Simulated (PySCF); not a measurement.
# Run report: Bi, band-structure run

Bi (1 atom in the cell), computed with Kohn-Sham DFT of a periodic cell in Gaussian orbitals, BLYP, TZVP-MOLOPT-SR/GTH-BLYP, no spin polarisation (PySCF 2.14.0).

The structure derives from a Materials Project entry.

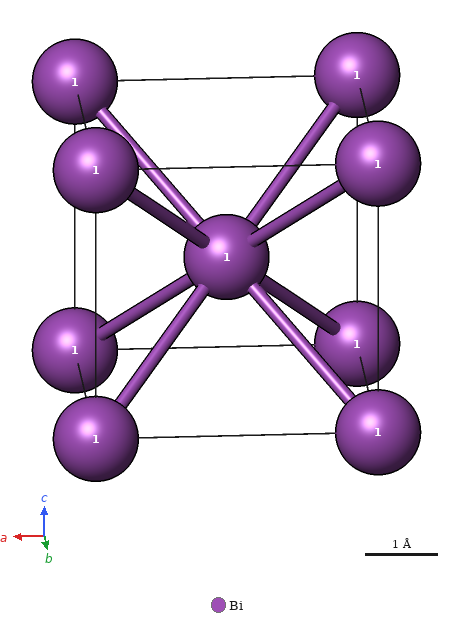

The structure (ball-and-stick view of the cell 2 times as large as that of the calculation, set on its symmetry axes, seen at an oblique angle; atoms are numbered from 1 in the order of the input). An atom can appear more than once, as a periodic image.

The input
```python
import json
import numpy as np
from pyscf.pbc import gto, scf, dft, df

cell = gto.Cell()
cell.a = '''
 -1.9814305318    1.9814305318    1.9814305318
  1.9814305318   -1.9814305318    1.9814305318
  1.9814305318    1.9814305318   -1.9814305318'''
cell.atom = '''
Bi   0.0000000000    0.0000000000    0.0000000000'''
cell.unit = 'A'
cell.basis = 'TZVP-MOLOPT-SR-GTH-q5'
cell.pseudo = 'GTH-BLYP-q5'
cell.ke_cutoff = 50  # hartree
cell.exp_to_discard = 0.02
cell.precision = 1e-08
cell.space_group_symmetry = True
cell.symmorphic = False
cell.max_memory = 5040  # MB
cell.verbose = 4
cell.build()

res = {}
kpts = cell.make_kpts([6, 6, 6], space_group_symmetry=True, time_reversal_symmetry=True)
cell.space_group_symmetry = False  # the mesh holds the operations; no search on the supercells of the integral code
mf = dft.KRKS(cell, kpts, xc='blyp')
mf = mf.multigrid_numint()
mf = mf.smearing(sigma=0.00183747, method='fermi')  # hartree
mf.conv_tol = 1e-07
mf.max_cycle = 60

mf.kernel()
res.update(converged=bool(mf.converged), e_tot=mf.e_tot, nelec=cell.nelectron, nao=cell.nao, mesh=list(map(int, cell.mesh)), a=cell.lattice_vectors().tolist(), coords=cell.atom_coords().tolist(),
           mo_energy=[np.real(x).tolist() for x in mf.mo_energy], mo_occ=[np.real(x).tolist() for x in mf.mo_occ])
res.update(e_free=mf.e_free, e_zero=mf.e_zero)
res.update(kpts=kpts.kpts_scaled_ibz.tolist(), weights=kpts.weights_ibz.tolist())
res['parts'] = {k: float(np.real(v)) for k, v in mf.scf_summary.items() if np.isscalar(v)}
json.dump(res, open('results.json', 'w'))
if not mf.converged:
    raise SystemExit('SCF not converged')

print('levels (eV)')
for i, kp in enumerate(res['kpts'][:40]):
    print('k %7.4f %7.4f %7.4f  ' % tuple(kp), ' '.join('%.3f' % (x * 27.211386) for x in res['mo_energy'][i][:8]))

mf = mf.to_khf()  # unfold to the whole mesh
kpts = mf.kpts
# Mulliken populations
dm, s = np.asarray(mf.make_rdm1()), np.asarray(mf.get_ovlp())
sites = cell.aoslice_by_atom()[:, 2:]
tot = np.einsum('kij,kji->i', dm, s).real / len(kpts)
res['mulliken'] = [cell.atom_charge(i) - tot[a0:a1].sum() for i, (a0, a1) in enumerate(sites)]
print('Mulliken charges', np.round(res['mulliken'], 5))

scaled = np.array([[0.0, 0.0, 0.0], [0.0625, -0.0625, 0.0625], [0.125, -0.125, 0.125], [0.1875, -0.1875, 0.1875], [0.25, -0.25, 0.25], [0.3125, -0.3125, 0.3125], [0.375, -0.375, 0.375], [0.4375, -0.4375, 0.4375], [0.5, -0.5, 0.5], [0.4, -0.4, 0.5], [0.3, -0.3, 0.5], [0.2, -0.2, 0.5], [0.1, -0.1, 0.5], [0.0, 0.0, 0.5], [0.0, 0.0, 0.4], [0.0, 0.0, 0.3], [0.0, 0.0, 0.2], [0.0, 0.0, 0.1], [0.0, 0.0, 0.0], [0.03125, 0.03125, 0.03125], [0.0625, 0.0625, 0.0625], [0.09375, 0.09375, 0.09375], [0.125, 0.125, 0.125], [0.15625, 0.15625, 0.15625], [0.1875, 0.1875, 0.1875], [0.21875, 0.21875, 0.21875], [0.25, 0.25, 0.25], [0.28125, 0.15625, 0.28125], [0.3125, 0.0625, 0.3125], [0.34375, -0.03125, 0.34375], [0.375, -0.125, 0.375], [0.40625, -0.21875, 0.40625], [0.4375, -0.3125, 0.4375], [0.46875, -0.40625, 0.46875], [0.5, -0.5, 0.5], [0.25, 0.25, 0.25], [0.1875, 0.1875, 0.3125], [0.125, 0.125, 0.375], [0.0625, 0.0625, 0.4375], [0.0, 0.0, 0.5]])  # GHNGPH,PN
e_kn = mf.get_bands(cell.get_abs_kpts(scaled))[0]
res.update(band_k=np.asarray(scaled).tolist(), bands=np.asarray(e_kn).real.tolist())
for kp, e in zip(scaled, np.asarray(e_kn).real):
    print('k %7.4f %7.4f %7.4f  ' % tuple(kp), ' '.join('%8.3f' % (x * 27.211386) for x in e[:9]))
res['done'] = True
json.dump(res, open('results.json', 'w'))
```

Hardware: 4 threads of Arm Neoverse V1, 24 GiB of memory available, shared host.

Run as:
```bash
OMP_NUM_THREADS=4 python -u run.py > log
```

What the program printed
```
UserWarning: Electron number 5 and spin 0 are not consistent in cell

  warnings.warn('Electron number %d and spin %d are not consistent '
Discarded 0 diffused primitive functions, 0 contracted functions

PySCF version 2.14.0

[INPUT] verbose = 4
[INPUT] num. atoms = 1
[INPUT] num. electrons = 5
[INPUT] charge = 0
[INPUT] spin (= nelec alpha-beta = 2S) = 0
[INPUT] symmetry False subgroup None
[INPUT] Mole.unit = A
[INPUT] Symbol           X                Y                Z      unit          X                Y                Z       unit  Magmom
[INPUT]  1 Bi     0.000000000000   0.000000000000   0.000000000000 AA    0.000000000000   0.000000000000   0.000000000000 Bohr   0.0

nuclear repulsion = -6.07452348123798
number of shells = 3
number of NR pGTOs = 45
number of NR cGTOs = 17
basis = TZVP-MOLOPT-SR-GTH-q5
ecp = {}
lattice vectors  a1 [-3.744361040, 3.744361040, 3.744361040]
                 a2 [3.744361040, -3.744361040, 3.744361040]
                 a3 [3.744361040, 3.744361040, -3.744361040]
dimension = 3
low_dim_ft_type = None
Cell volume = 209.987
exp_to_discard = 0.02
rcut = 29.5463680069214 (nimgs = [6 6 6])
precision = 1e-08
pseudo = GTH-BLYP-q5
ke_cutoff = 50
    = [23 23 23] mesh (12167 PWs)
[Cell] Point group symbol:  m-3m
time reversal: False
k-points in IBZ                         weights
  0:  0.000000,  0.000000,  0.000000    1/216
  1:  0.500000,  0.500000, -0.000000    6/216
  2:  0.500000,  0.500000,  0.500000    1/216
  3:  0.666667,  0.333333,  0.000000    12/216
  4:  0.666667,  0.500000,  0.500000    12/216
  5:  0.666667,  0.666667,  0.333333    6/216
  6:  0.666667,  0.666667,  0.666667    8/216
  7:  0.833333,  0.166667,  0.000000    12/216
  8:  0.833333,  0.500000,  0.333333    24/216
  9:  0.833333,  0.500000,  0.500000    12/216
 10:  0.833333,  0.666667,  0.333333    24/216
 11:  0.833333,  0.666667,  0.500000    48/216
 12:  0.833333,  0.833333,  0.166667    6/216
 13:  0.833333,  0.833333,  0.333333    24/216
 14:  0.833333,  0.833333,  0.666667    12/216
 15:  0.833333,  0.833333,  0.833333    8/216

******** <class 'pyscf.pbc.scf.smearing.SmearingKsymAdaptedKRKS'> ********
method = SmearingKsymAdaptedKRKS
initial guess = minao
damping factor = 0
level_shift factor = 0
DIIS = <class 'pyscf.scf.diis.CDIIS'>
diis_start_cycle = 1
diis_space = 8
diis_damp = 0
SCF conv_tol = 1e-07
SCF conv_tol_grad = None
SCF max_cycles = 60
direct_scf = True
direct_scf_tol = 1e-13

******** PBC SCF flags ********
N kpts (BZ) = 216
N kpts (IBZ) = 16
Exchange divergence treatment (exxdiv) = ewald
    madelung (= occupied orbital energy shift) = 0.08099364641650866
    Total energy shift due to Ewald probe charge = -1/2 * Nelec*madelung = -0.202484116041
DF object = <pyscf.pbc.df.fft.FFTDF object>
XC functionals = blyp
small_rho_cutoff = 0
Uniform grid, mesh = [23 23 23]
Set gradient conv threshold to 0.000316228
nelec by numeric integration = 5.0
init E= -4.97924488278043
    sigma = 0.00183747  Optimized mu = 0.277293458603  entropy = 0.315251956199
nelec by numeric integration = 5.000000000000026
    Total E(T) = -5.474712535576  Free energy = -5.47529180158796  E0 = -5.47500216858198
cycle= 1 E= -5.474712535576  delta_E= -0.495  |g|= 0.193  |ddm|= 47.8
    sigma = 0.00183747  Optimized mu = 0.262522871843  entropy = 0.307193268466
nelec by numeric integration = 5.000000000000011
    Total E(T) = -5.47587520818261  Free energy = -5.47643966659761  E0 = -5.47615743739011
cycle= 2 E= -5.47587520818261  delta_E= -0.00116  |g|= 0.0248  |ddm|=   21
    sigma = 0.00183747  Optimized mu = 0.263874057615  entropy = 0.30895032728
nelec by numeric integration = 5.000000000000014
    Total E(T) = -5.47589093206136  Free energy = -5.47645861901922  E0 = -5.47617477554029
cycle= 3 E= -5.47589093206136  delta_E= -1.57e-05  |g|= 0.000899  |ddm|= 1.82
    sigma = 0.00183747  Optimized mu = 0.263822518617  entropy = 0.308918623301
nelec by numeric integration = 5.000000000000012
    Total E(T) = -5.47589100926789  Free energy = -5.47645863797065  E0 = -5.47617482361927
cycle= 4 E= -5.47589100926789  delta_E= -7.72e-08  |g|= 1.89e-05  |ddm|= 0.0663
    sigma = 0.00183747  Optimized mu = 0.263822592178  entropy = 0.308919344122
```

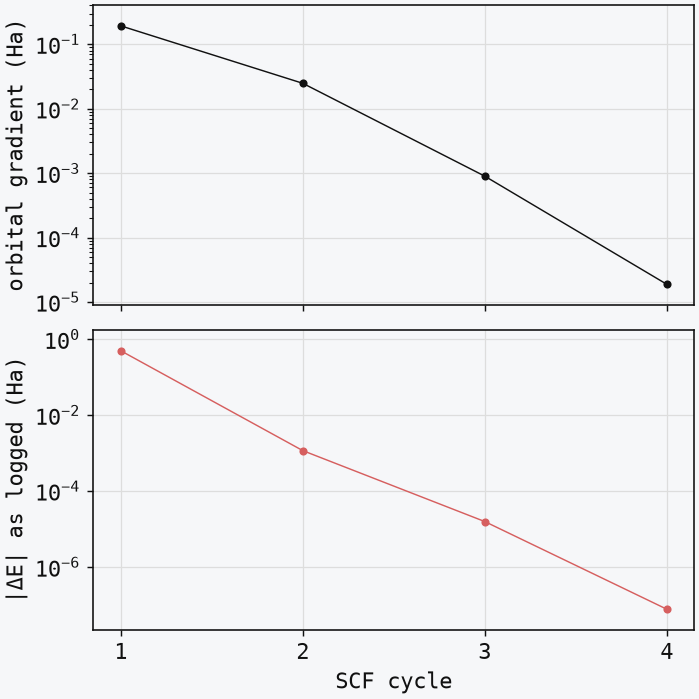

Convergence of the self-consistent field: orbital gradient and size of the energy change against the SCF cycle. The residual falls at every step.

```
nelec by numeric integration = 5.000000000000014
    Total E(T) = -5.47589100794512  Free energy = -5.47645863797236  E0 = -5.47617482295874
Extra cycle  E= -5.47589100794512  delta_E= 1.32e-09  |g|= 9.59e-07  |ddm|= 0.000228
converged SCF energy = -5.47589100794512
levels (eV)
k  0.0000  0.0000  0.0000   -6.080 12.384 12.384 12.384 17.447 19.536 19.536 19.536
k  0.5000  0.5000 -0.0000   -3.139 2.468 9.047 11.206 14.012 15.593 25.408 26.712
k  0.5000  0.5000  0.5000   -1.036 5.677 5.677 5.677 11.454 11.454 30.973 30.973
k  0.6667  0.3333  0.0000   -4.246 4.651 9.635 11.507 14.800 16.258 23.018 24.448
k  0.6667  0.5000  0.5000   -1.733 4.485 6.262 6.801 12.875 14.027 23.945 24.695
k  0.6667  0.6667  0.3333   -2.614 5.530 6.845 6.845 12.678 17.023 23.971 23.971
k  0.6667  0.6667  0.6667   -2.630 4.215 4.215 9.879 16.618 20.381 20.381 27.959
k  0.8333  0.1667  0.0000   -5.588 9.003 11.182 12.102 17.359 18.131 21.079 22.199
k  0.8333  0.5000  0.3333   -2.563 4.077 5.656 9.561 15.242 17.367 18.586 25.599
k  0.8333  0.5000  0.5000   -2.741 3.016 7.815 9.099 15.696 18.176 19.629 20.870
k  0.8333  0.6667  0.3333   -3.796 5.038 8.397 9.309 15.482 18.853 19.308 23.082
k  0.8333  0.6667  0.5000   -3.249 3.442 7.116 10.295 15.681 18.276 22.417 24.925
k  0.8333  0.8333  0.1667   -5.104 8.473 9.949 9.949 17.208 20.624 20.624 20.725
k  0.8333  0.8333  0.3333   -4.660 6.225 8.941 11.000 16.629 18.053 21.244 22.501
k  0.8333  0.8333  0.6667   -2.742 3.681 5.856 7.152 20.170 20.491 24.912 26.711
k  0.8333  0.8333  0.8333   -3.532 4.367 7.639 7.639 19.681 19.681 21.979 25.487
Mulliken charges [-0.]
nelec by numeric integration = 5.000000000000014
k  0.0000  0.0000  0.0000     -6.080   12.384   12.384   12.384   17.447   19.536   19.536   19.536   23.160
k  0.0625 -0.0625  0.0625     -5.940   11.398   11.938   11.938   18.417   19.706   19.706   19.725   21.831
k  0.1250 -0.1250  0.1250     -5.525    9.621   10.835   10.835   19.040   19.954   20.173   20.173   20.308
k  0.1875 -0.1875  0.1875     -4.854    7.945    9.499    9.499   16.392   20.895   20.895   20.979   21.338
k  0.2500 -0.2500  0.2500     -3.967    6.611    8.221    8.221   14.403   20.620   21.933   21.933   22.895
k  0.3125 -0.3125  0.3125     -2.954    5.716    7.146    7.146   13.025   18.071   23.384   23.384   25.029
k  0.3750 -0.3750  0.3750     -1.981    5.343    6.341    6.341   12.127   14.978   25.313   25.313   27.598
k  0.4375 -0.4375  0.4375     -1.284    5.474    5.845    5.845   11.619   12.483   27.800   27.800   29.962
k  0.5000 -0.5000  0.5000     -1.036    5.677    5.677    5.677   11.454   11.454   30.973   30.973   30.973
k  0.4000 -0.4000  0.5000     -1.327    5.148    5.891    6.126   11.968   12.479   26.744   27.033   31.263
k  0.3000 -0.3000  0.5000     -1.956    4.145    6.511    7.205   13.476   14.977   22.623   23.619   32.076
k  0.2000 -0.2000  0.5000     -2.574    3.250    7.458    8.592   15.391   18.355   19.141   21.097   33.201
k  0.1000 -0.1000  0.5000     -2.993    2.668    8.505   10.144   15.182   16.616   22.107   22.356   31.153
k  0.0000  0.0000  0.5000     -3.139    2.468    9.047   11.206   14.012   15.593   25.408   26.712   26.781
k  0.0000  0.0000  0.4000     -3.632    3.351    9.262   11.321   14.287   15.832   24.131   25.400   27.289
k  0.0000  0.0000  0.3000     -4.560    5.429    9.884   11.623   15.169   16.550   22.521   24.089   26.088
k  0.0000  0.0000  0.2000     -5.377    8.069   10.828   11.991   16.751   17.696   21.398   23.219   23.351
k  0.0000  0.0000  0.1000     -5.901   10.811   11.860   12.278   18.085   18.946   20.047   20.576   22.348
k  0.0000  0.0000  0.0000     -6.080   12.384   12.384   12.384   17.447   19.536   19.536   19.536   23.160
k  0.0312  0.0312  0.0312     -5.975   11.329   12.216   12.216   18.048   19.317   19.317   20.435   22.889
k  0.0625  0.0625  0.0625     -5.664    9.391   11.637   11.637   18.725   18.725   18.748   22.692   22.692
k  0.0938  0.0938  0.0938     -5.163    7.479   10.600   10.600   18.327   18.327   19.500   23.074   23.074
k  0.1250  0.1250  0.1250     -4.506    5.851    9.317    9.317   18.558   18.558   20.453   23.931   23.931
k  0.1562  0.1562  0.1562     -3.771    4.647    8.040    8.040   19.334   19.334   21.582   25.080   25.080
k  0.1875  0.1875  0.1875     -3.106    4.034    6.891    6.891   20.469   20.469   22.750   26.256   26.256
k  0.2188  0.2188  0.2188     -2.694    4.195    5.922    5.922   21.775   21.775   23.545   27.064   27.064
k  0.2500  0.2500  0.2500     -2.585    5.159    5.159    5.159   22.907   22.907   22.907   27.274   27.274
k  0.2812  0.1562  0.2812     -2.630    4.615    4.615    6.731   20.621   23.093   23.093   27.336   27.336
k  0.3125  0.0625  0.3125     -2.662    4.300    4.300    8.641   18.024   21.789   21.789   27.705   27.705
k  0.3438 -0.0312  0.3438     -2.592    4.210    4.210   10.355   16.166   19.603   19.603   28.063   28.063
k  0.3750 -0.1250  0.3750     -2.385    4.336    4.336   10.341   16.721   17.211   17.211   28.309   28.309
k  0.4062 -0.2188  0.4062     -2.042    4.646    4.646    8.835   14.994   14.994   19.475   28.541   28.541
k  0.4375 -0.3125  0.4375     -1.611    5.076    5.076    7.258   13.168   13.168   23.049   28.903   28.903
k  0.4688 -0.4062  0.4688     -1.210    5.492    5.492    6.108   11.916   11.916   27.032   29.621   29.621
k  0.5000 -0.5000  0.5000     -1.036    5.677    5.677    5.677   11.454   11.454   30.973   30.973   30.973
k  0.2500  0.2500  0.2500     -2.585    5.159    5.159    5.159   22.907   22.907   22.907   27.274   27.274
k  0.1875  0.1875  0.3125     -2.679    3.999    5.558    6.610   21.137   21.154   24.454   26.964   27.189
k  0.1250  0.1250  0.3750     -2.885    3.154    6.649    8.309   18.126   19.100   25.708   26.180   26.988
k  0.0625  0.0625  0.4375     -3.068    2.641    8.123   10.116   15.374   16.893   25.604   26.513   26.792
k  0.0000  0.0000  0.5000     -3.139    2.468    9.047   11.206   14.012   15.593   25.408   26.712   26.781
```

Key numbers

```json
{"quantity": "outcome", "value": "converged"}
{"quantity": "space group (tolerance 0.01 Å)", "value": "Im-3m (229)"}
{"quantity": "electrons treated", "value": "5"}
{"quantity": "free energy", "value": "−149.0220 eV"}
{"quantity": "total energy", "value": "−149.0066 eV"}
{"quantity": "Fermi energy", "value": "7.179 eV"}
{"quantity": "gap on the k-point mesh", "value": "none (metallic)"}
{"quantity": "wall time", "value": "19 s (CPU time 62 s)"}
{"quantity": "peak memory", "value": "0.8 GiB"}
```

Notes

Spin–orbit coupling is left out, which matters for Bi.
